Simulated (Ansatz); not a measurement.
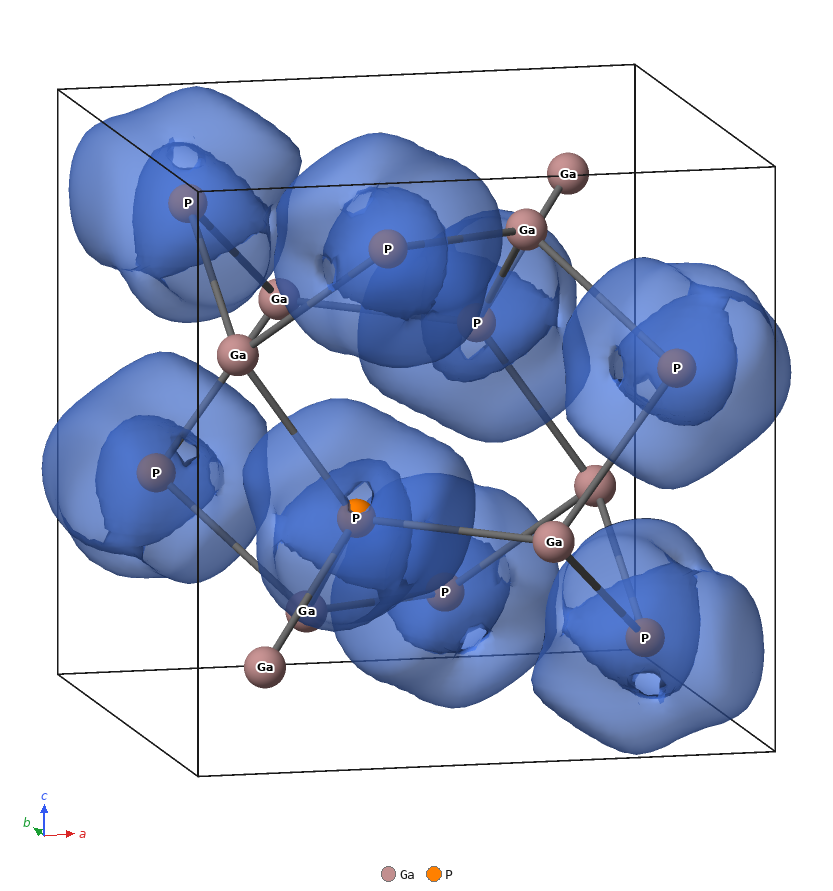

Figure 1: GaP. Isosurface of the electron localisation function at 0.65 (blue), seen slightly off an axis. Core shells and regions of very low density are left out. Sticks mark near contacts.

Space group Pa-3; a generated structure, not necessarily the stable one; computed pressure about 22 GPa in this cell.

Computed with DFT LDA, scalar-relativistic, plane waves, PAW in Ansatz.

Core electrons are frozen (PAW), and the valence fields are smoothed inside the atomic spheres.

Q: Where are the electrons localised?

A: The surface consists of eight regions on P in which the atom's valence shell and bonds are merged, counted in one cell of 16 atoms. Any copies at cell faces, edges or corners count once. Profiles from the grid: Ga–P (2.23 Å): the ELF peaks at about 0.90 in the valence shell of P, 0.8 Å from its nucleus, and is about 0.75 at the midpoint.
